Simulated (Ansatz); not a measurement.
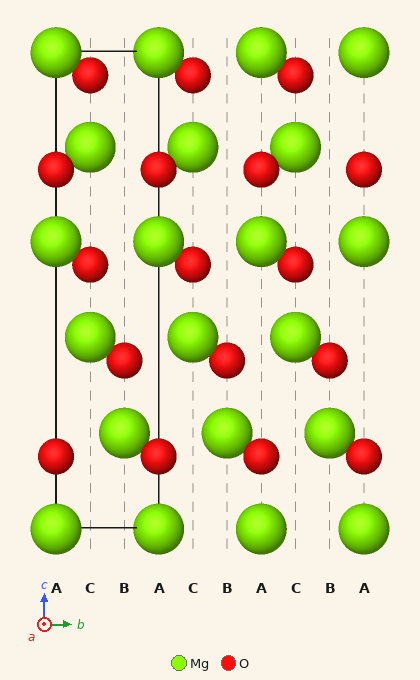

Projection along an edge of the hexagonal mesh, stacking direction c upwards. The dashed lines mark the three columns A (0, 0), B (1/3, 2/3) and C (2/3, 1/3). The sequence starts with the first layer at or above the cell's origin.

MgO: the geometry relaxed with DFT r2SCAN, scalar-relativistic, plane waves, PAW (Ansatz); the starting structure was generated, so it need not be a known form of this composition.

Question: Give the sequence of layers in one repeat, with element and column.

Answer: O(A) – Mg(B) – O(B) – Mg(C) – O(C) – Mg(A) – O(A) – Mg(C) – O(C) – Mg(A) (ten layers in 13.03 Å).

Question: How are the O layers alone stacked?

Answer: O layers alone: ABCAC, a mixed type, (ccchh) in Jagodzinski's notation.

Question: Which positions between or in the O layers do the other atoms fill?

Answer: Mg: five tetrahedral sites, counted in one hexagonal cell.

Question: What short polytype symbol fits?

Answer: Polytype symbol 5H, the symbol of a tetrahedral polytype (number of double layers in the repeat and lattice).
